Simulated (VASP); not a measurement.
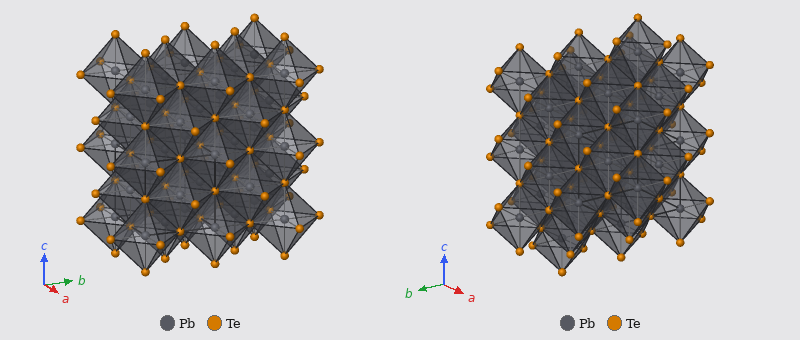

Polyhedra are drawn about Pb (bonds: Pb–Te below 3.7 Å); other atoms are plain spheres. Two views of the same piece.

TePb (space group Fm-3m, No. 225): the end point of a relaxation with VASP, VASP Kohn-Sham DFT of a periodic cell, r2SCANh, VASP PAW PBE potentials, recommended.

Sharing among the drawn polyhedra:

```
site        polyhedron  corner-sharing neighbours  edge-sharing  face-sharing  bond (Å)
  Pb  PbTe6 octahedron                          6            12             0      3.26
```

They form a three-dimensional framework of corner- and edge-sharing octahedra.
